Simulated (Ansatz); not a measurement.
**SiC$_{26}$ (cell with a defect): density, localisation and related maps**

Input

```
crystal:
  lattice:
    - [6.1662906811, -2.1360657508, 0.0]
    - [1.2332581362, -6.4081972523, 0.0]
    - [2.4665162724, -2.8480876677, -8.5756693636]
  atoms:
    - { symbol: Si, position: [0.3937490466, 0.5366061895, 0.2473242886] }
    - { symbol: C, position: [0.2032762662, 0.4889905519, 0.2473140586] }
    - { symbol: C, position: [0.0604191233, 0.2032762662, 0.2473140586] }
    - { symbol: C, position: [0.9175619805, 0.9175619805, 0.2473140586] }
    - { symbol: C, position: [0.7747048376, 0.6318476947, 0.2473140586] }
    - { symbol: C, position: [0.6318476947, 0.346133409, 0.2473140586] }
    - { symbol: C, position: [0.4889905519, 0.0604191233, 0.2473140586] }
    - { symbol: C, position: [0.6794633324, 0.1080347609, 0.2473242886] }
    - { symbol: C, position: [0.5366061895, 0.8223204752, 0.2473242886] }
    - { symbol: C, position: [0.2508919038, 0.2508919038, 0.2473242886] }
    - { symbol: C, position: [0.1080347609, 0.9651776181, 0.2473242886] }
    - { symbol: C, position: [0.9651776181, 0.6794633324, 0.2473242886] }
    - { symbol: C, position: [0.8223204752, 0.3937490466, 0.2473242886] }
    - { symbol: C, position: [0.1776795248, 0.6062509534, 0.7526757114] }
    - { symbol: C, position: [0.0348223819, 0.3205366676, 0.7526757114] }
    - { symbol: C, position: [0.8919652391, 0.0348223819, 0.7526757114] }
    - { symbol: C, position: [0.7491080962, 0.7491080962, 0.7526757114] }
    - { symbol: C, position: [0.6062509534, 0.4633938105, 0.7526757114] }
    - { symbol: C, position: [0.4633938105, 0.1776795248, 0.7526757114] }
    - { symbol: C, position: [0.3205366676, 0.8919652391, 0.7526757114] }
    - { symbol: C, position: [0.5110094481, 0.9395808767, 0.7526859414] }
    - { symbol: C, position: [0.3681523053, 0.653866591, 0.7526859414] }
    - { symbol: C, position: [0.2252951624, 0.3681523053, 0.7526859414] }
    - { symbol: C, position: [0.0824380195, 0.0824380195, 0.7526859414] }
    - { symbol: C, position: [0.9395808767, 0.7967237338, 0.7526859414] }
    - { symbol: C, position: [0.7967237338, 0.5110094481, 0.7526859414] }
    - { symbol: C, position: [0.653866591, 0.2252951624, 0.7526859414] }
basis:
  ecutwfc: 420
  xc_grid: 2
kpoints:
  mp_grid: { grid: [4, 4, 4], shift: [0.0, 0.0, 0.0] }
hamiltonian:
  xc: pbe
scf:
  occupations: { method: gaussian, width: 0.1 }
output:
  forces: true
  stress: false
  eigenvalues: true
  write_density: true
  write_potential: true
  elf: true
  volumetric_format: npy
relax:
  adjacent_minimum: "off"
  f_tol: 0.02
  max_steps: 60
```

Launched as:

```sh
ansatz run input.yaml --threads 4 --pin off --max-ram 8192MiB --backend cpu --events-out ev --progress --plain --runs-dir out
```

The fields are those of the relaxed geometry.

Level of theory: DFT PBE, scalar-relativistic, plane waves, PAW in Ansatz 0.2.0.

In a PAW calculation such maps are meaningful between the atoms, not at the nuclei.

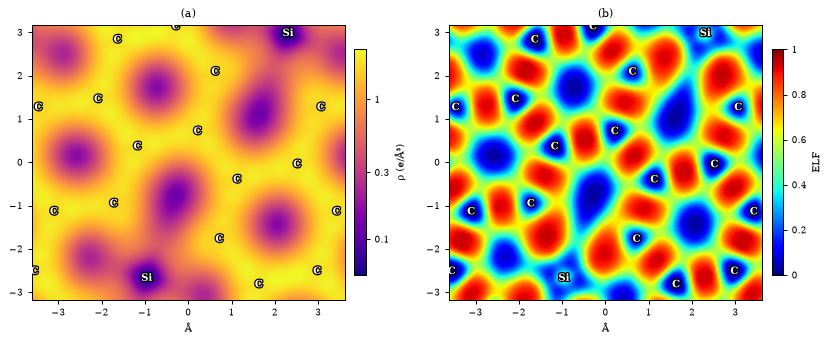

Figure 1. (a) valence charge density (pseudo); (b) electron localisation function on the (001) plane of the calculation cell.

> What does the map show?

Atoms in the plane: Si and C. C–C (1.38 Å): the density is about 2.2 e/Å³ at the midpoint; the ELF peaks at about 0.95 between the atoms (localised, covalent bonding). Si–C (1.90 Å): ρ is about 0.89 e/Å³ halfway; the ELF peaks at about 0.95 between the atoms, as expected for a shared electron pair. C–C (1.42 Å): ρ at the midpoint is about 2 e/Å³; the ELF peaks at about 0.95 between the atoms; localised, covalent bonding. Between the atoms the lowest density in this plane is 0.12 e/Å³.

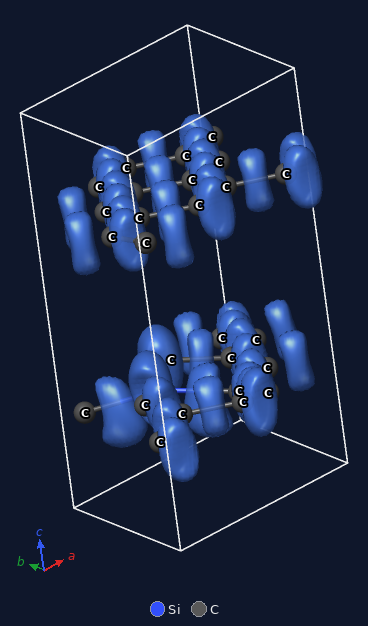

Figure 2. Isosurface of the electron localisation function at 0.75 (blue), seen slightly off an axis. Core shells and regions of very low density are left out. Sticks mark near contacts.

> What do the ELF domains correspond to?

The ELF exceeds this value in 37 regions between bonded C–C atoms (shared pairs) and four regions between bonded C–Si atoms (shared pairs), counted in one cell of 27 atoms. Regions shared between cells count once.
